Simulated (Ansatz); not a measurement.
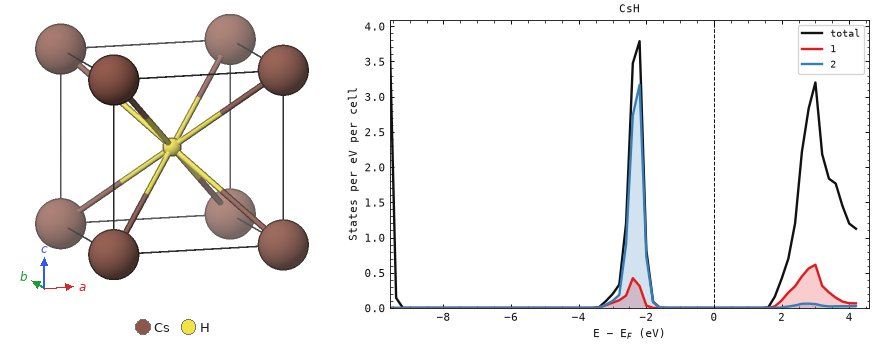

Density of states, beside the structure. Energies are counted from the Fermi level. The partial curves are projected on Löwdin-orthogonalised atomic shells; they sum to less than the total at higher energies, where shells without a projector contribute.

Structure: CsH, space group Pm-3m, 2 atoms in the cell.

Ansatz 0.2.0; DFT, r2SCAN, PAW with Ansatz's default frozen-core files, scalar-relativistic, no spin polarisation, 8×8×8 k mesh, Fermi-Dirac smearing of 0.01 eV.

Assign each number in the legend. The candidates: Cs 6s, H 1s.

Answer. 1 is Cs 6s; 2 is H 1s.

Metal or insulator, going by the density of states?

Answer. There is a gap; over the k points computed it is 3.18 eV.
